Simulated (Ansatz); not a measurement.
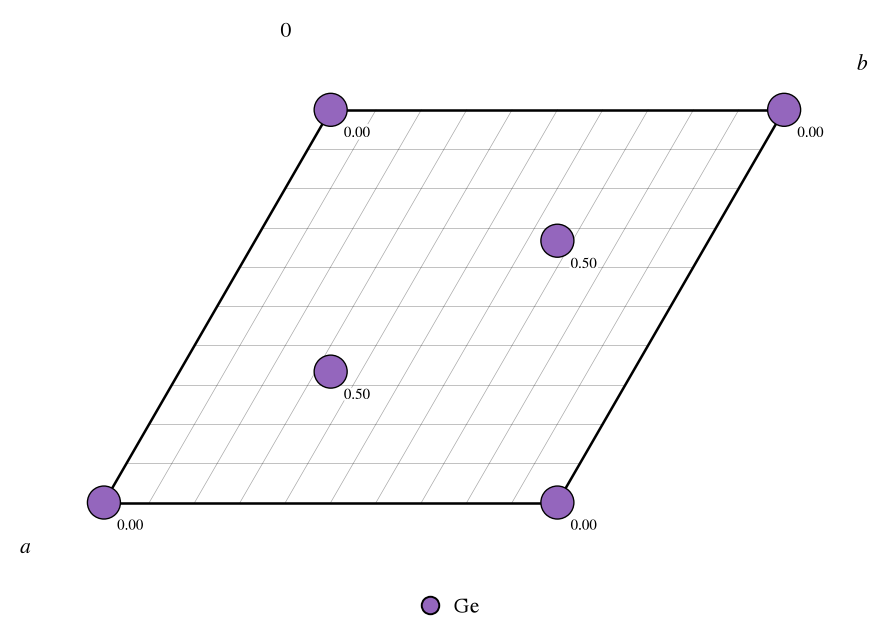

Plan of a unit cell projected along c (a down the page, b across); the numbers are heights as fractions of c, and atoms on the cell's edges are repeated. The grid marks tenths of a and b. Source: the geometry relaxed with DFT, PBE, plane waves (420 eV) with PAW, scalar-relativistic (Ansatz); the starting structure was generated, so it need not be a known form of this composition. All values are computed from the atomic coordinates in the standard setting (tolerance 0.002 Å).

a = 4.909 Å, b = 4.909 Å, c = 2.786 Å, α = 90.00°, β = 90.00°, γ = 120.00°.

Q: What does the cell contain?

A: 3 Ge: Ge, Z = 3.

Q: Which space group?

A: P6/mmm (No. 191), primitive hexagonal.

Q: Give the independent sites, coordinates to two places.

A:
| atom | site | symmetry | x | y | z |
| --- | --- | --- | --- | --- | --- |
| Ge | 1a | 6/mmm | 0.00 | 0.00 | 0.00 |
| Ge | 2d | -6m2 | 0.33 | 0.67 | 0.50 |
